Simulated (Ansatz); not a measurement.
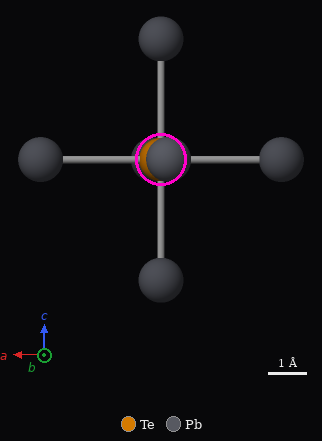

Perfect TePb. A ball-and-stick model of the atoms within 3.8 Å of one point, seen from a free direction.

Theory: Ansatz, DFT, PBEsol, PAW, plane waves. Set-up: plane-wave cutoff 420 eV; k-point mesh 1 × 1 × 1; mesh shifted by (0.25, 0.25, 0.25); collinear spin. Fermi-Dirac smearing of 0.01 eV. The axes drawn are those of the host's conventional cell.

A tellurium atom is replaced by lead at the ringed place, in charge state 0. The supercell has 64 sites, and the atoms are relaxed at the host's cell.

How do the neighbours respond?

Answer. In the host the Te atom has 6 Pb at 3.22 Å; the Pb atom ends with 6 Pb at 3.21 to 3.27 Å, 1 Te at 3.85 Å. Of the host's atoms, a lead atom moves furthest from its site, by 0.42 Å. The Pb atom itself moves 0.58 Å from where it was put. The cell ends without a net magnetic moment.

The relaxed defect, seen from the same direction:

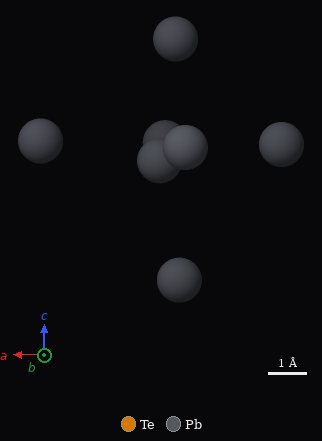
